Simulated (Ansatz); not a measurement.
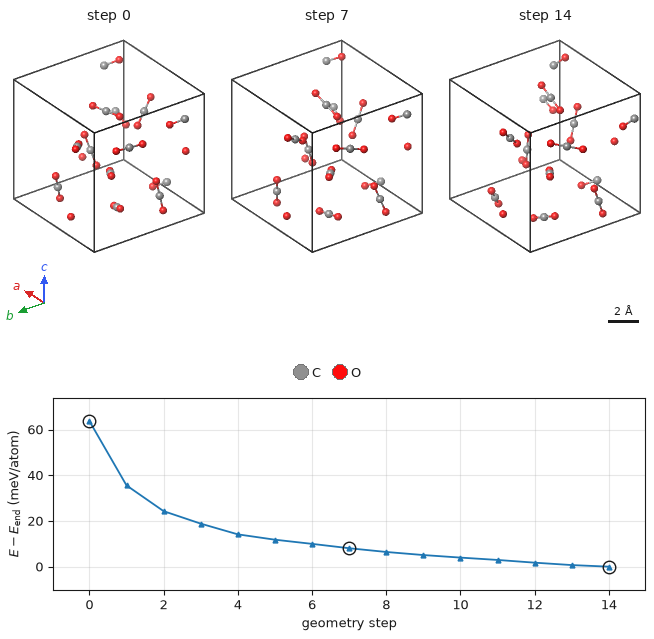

Frames of a relaxation of an amorphous cell of composition CO$_{2}$, marked on the history of the run. A ball-and-stick model of the cell of the calculation, seen from a free direction.

The cell holds 12 CO2. The run prepares the start of a later molecular dynamics calculation, from a guessed geometry.

Theory: DFT PBE-D3(BJ), scalar-relativistic, plane waves, PAW in Ansatz.

Input file:
```yaml
crystal:
  lattice:
    - [9.25213, 0.0, 0.0]
    - [0.0, 9.25213, 0.0]
    - [0.0, 0.0, 9.25213]
  atoms:
    - { symbol: C, position: [0.0027641, 0.1752732, 0.8454337] }
    - { symbol: O, position: [-0.0794558, 0.0984654, 0.9051787] }
    - { symbol: O, position: [0.084984, 0.252081, 0.7856887] }
    - { symbol: C, position: [0.32695, 0.6125575, 0.3875464] }
    - { symbol: O, position: [0.4265712, 0.5467754, 0.3430792] }
    - { symbol: O, position: [0.2273289, 0.6783397, 0.4320137] }
    - { symbol: C, position: [0.702411, 0.5201015, 0.3846684] }
    - { symbol: O, position: [0.7438327, 0.543841, 0.5027772] }
    - { symbol: O, position: [0.6609894, 0.496362, 0.2665595] }
    - { symbol: C, position: [0.4393333, 0.0189963, 0.0696144] }
    - { symbol: O, position: [0.5347977, 0.0772579, 0.0086132] }
    - { symbol: O, position: [0.3438689, -0.0392653, 0.1306157] }
    - { symbol: C, position: [0.9654998, 0.0994654, 0.4549973] }
    - { symbol: O, position: [1.0666599, 0.1201422, 0.529617] }
    - { symbol: O, position: [0.8643396, 0.0787886, 0.3803776] }
    - { symbol: C, position: [0.5814675, 0.1210367, 0.6325888] }
    - { symbol: O, position: [0.6326592, 0.0238714, 0.6971437] }
    - { symbol: O, position: [0.5302758, 0.218202, 0.5680339] }
    - { symbol: C, position: [0.0808791, 0.6220458, 0.7167729] }
    - { symbol: O, position: [0.0724528, 0.7482126, 0.7322631] }
    - { symbol: O, position: [0.0893054, 0.495879, 0.7012827] }
    - { symbol: C, position: [0.5741407, 0.4709749, 0.7521422] }
    - { symbol: O, position: [0.6976737, 0.5020968, 0.7523158] }
    - { symbol: O, position: [0.4506077, 0.4398531, 0.7519686] }
    - { symbol: C, position: [0.2888103, 0.5812252, 0.1109383] }
    - { symbol: O, position: [0.1827884, 0.630178, 0.16185] }
    - { symbol: O, position: [0.3948322, 0.5322725, 0.0600266] }
    - { symbol: C, position: [0.6837351, 0.8302056, 0.1838383] }
    - { symbol: O, position: [0.6567599, 0.8693543, 0.3020277] }
    - { symbol: O, position: [0.7107103, 0.7910569, 0.0656489] }
    - { symbol: C, position: [0.0094311, 0.3987728, 0.2717799] }
    - { symbol: O, position: [0.021012, 0.4214691, 0.3965988] }
    - { symbol: O, position: [-0.0021498, 0.3760764, 0.1469609] }
    - { symbol: C, position: [0.3274502, 0.9160612, 0.7111386] }
    - { symbol: O, position: [0.2381503, 0.9951065, 0.7559311] }
    - { symbol: O, position: [0.4167502, 0.8370159, 0.6663461] }
basis:
  ecutwfc: 420.0
kpoints:
  mp_grid: { grid: [1, 1, 1] }
hamiltonian:
  xc: pbe
  dispersion: d3bj
scf:
  occupations: { method: fermi_dirac, width: 0.02 }
  lower_state_search: "off"
relax:
  f_tol: 0.3
  max_steps: 15
  adjacent_minimum: "off"
output:
  write_density: true
  write_potential: true
  elf: true
  volumetric_format: npy
```

Run as
```bash
ansatz run input.yaml --threads 2 --pin off --max-ram 5120MiB --backend cpu --events-out ev --progress --plain --runs-dir out
```

Question: What happens along the run?

Answer: The relaxation stopped without meeting its thresholds, so the last structure isn't shown to be converged. It used up its limit of 15 steps. The largest moves, 1.64 Å, are those of O14 and O23. O23 goes roughly along [0 −1 1]. Largest moves by element: O 1.64 Å, C 1.41 Å. The lattice vectors keep their values. Among the contacts that change: C10–O11 1.179 → 1.169 Å. Over 14 geometry steps the energy falls by 63.7 meV per atom. Largest force component: 1.7 eV/Å at the start, 0.35 eV/Å at the end. From step 0 to 7: O atoms move most (1.00 Å), energy −55.6 meV per atom. From step 7 to 14: O14 moves most (1.07 Å), energy −8.1 meV per atom.
